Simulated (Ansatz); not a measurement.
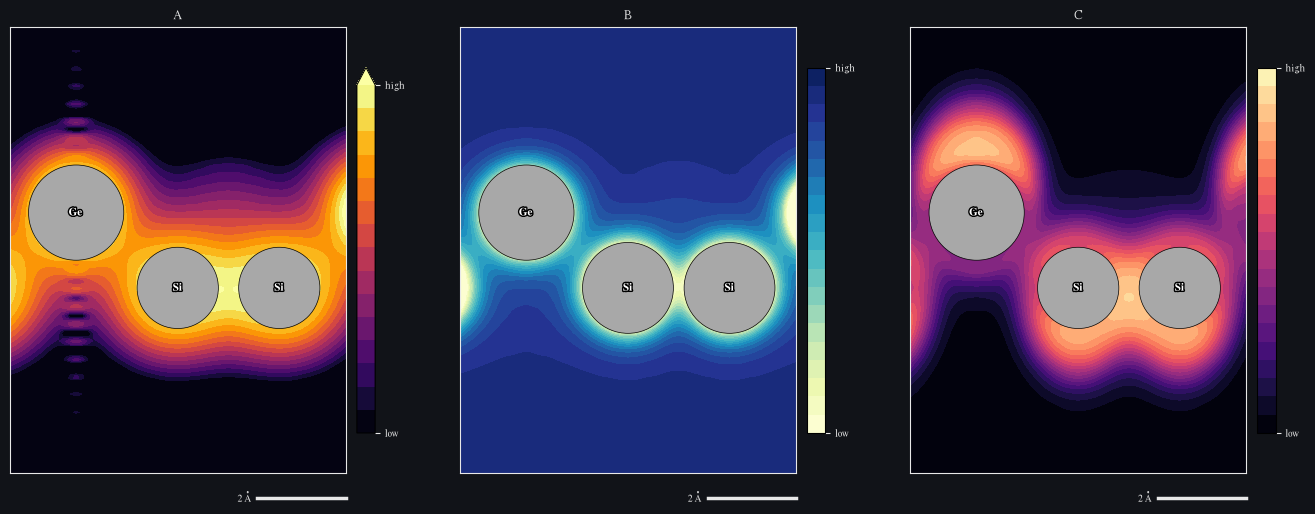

Si$_{2}$Ge: 3 fields on the (110) plane of the calculation cell, a cut from vacuum to vacuum, with unlabelled colour scales. Grey discs cover the atomic cores.

A structure generated by program, which may or may not match a known phase.

Level of theory: DFT PBE, scalar-relativistic, plane waves, PAW in Ansatz 0.2.0.

Match the panels to the quantities (electron localisation function, electrostatic potential energy of an electron and valence pseudo-density).

Panel A: valence pseudo-density. Panel B: electrostatic potential energy of an electron (low next to the atoms, rising into the space between them). Panel C: electron localisation function. From the grid: Si–Si (2.30 Å): ρ at the midpoint is about 0.55 e/Å³; the ELF peaks at about 0.90 between the atoms. Si–Ge (2.87 Å): the density is about 0.24 e/Å³ at the midpoint; the ELF peaks at about 0.60 in the valence shell of Si, 1.0 Å from its nucleus, and is about 0.45 at the midpoint.
